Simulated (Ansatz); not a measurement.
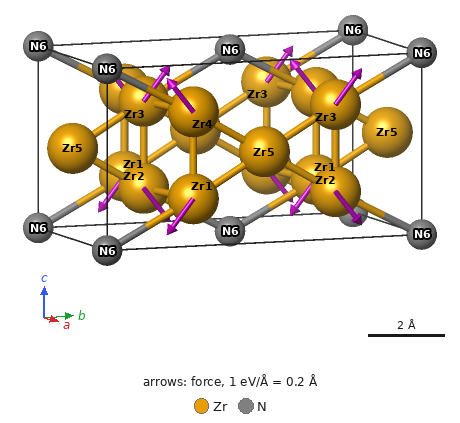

Starting geometry of a crystal of Zr$_{5}$N (a generated structure, set up in Cmmm) (coarse preliminary run) with the computed forces as purple arrows. A ball-and-stick model of the conventional cell (2 times the calculation's cell), seen slightly off an axis. Lengths and directions refer to the drawn axes.

These are results of DFT PBE, scalar-relativistic, plane waves, PAW (Ansatz 0.2.0), not measurements. (plane-wave cutoff 420 eV; k-point mesh 4 × 4 × 4; occupations gaussian; smearing width 0.1 eV; no spin polarisation; cell and atoms relaxed; force threshold 0.04 eV/Å; at most 70 steps)

What follows when this structure is relaxed?

Answer. It isn't relaxed: the largest force vector, on Zr atoms, is 6.06 eV/Å. The final displacements follow the starting forces only in part (cosine between the two patterns 0.78). The largest moves relative to the cell, 1.62 Å, are those of Zr1, Zr2, Zr3 and Zr4. Zr1 goes along [0 −3 −1]. N stays in place. The volume changes by +27.0 %, with a 4.976 → 3.382 Å (−32.0 %), b 8.956 → 11.167 Å (+24.7 %), c 4.853 → 7.274 Å (+49.9 %). Near-neighbour distances that change, for instance: Zr1–Zr5 2.333 → 4.612 Å, Zr1–Zr2 4.910 → 2.951 Å, Zr1–Zr4 2.324 → 4.192 Å, Zr1–Zr3 3.432 → 5.231 Å. New bonds form: Zr1–Zr2 (4.91 → 2.95 Å), Zr3–Zr4 (4.91 → 2.95 Å). Bonds break: Zr1–Zr4 (2.32 → 4.19 Å), Zr1–Zr5 (2.33 → 4.61 Å), Zr2–Zr3 (2.32 → 4.19 Å), Zr2–Zr5 (2.33 → 4.61 Å). Among the angles between lasting bonds that change: Zr2–Zr1–Zr2 160.3° → 65.4°, Zr2–Zr1–N6 81.3° → 125.6°, Zr1–N6–Zr2 125.5° → 87.5°. The space group stays Cmmm (No. 65). The energy falls by 2763 meV per atom in 21 accepted moves (25 points after the start). Largest force component: 4.7 eV/Å at the start, 0.019 eV/Å at the end. The pressure goes from 40.04 to 0.01 GPa. The line search rejected the trial step at point 23 of the run. At 3 points the geometry stayed and the basis and grid were re-selected for the new cell (energy shift of 26.5 meV per atom at most each time). Cost: 2.2 min on 1 thread of Intel(R) Xeon(R) Platinum 8375C CPU @ 2.90GHz (Ice Lake), on a shared host, peak memory 0.49 GiB.
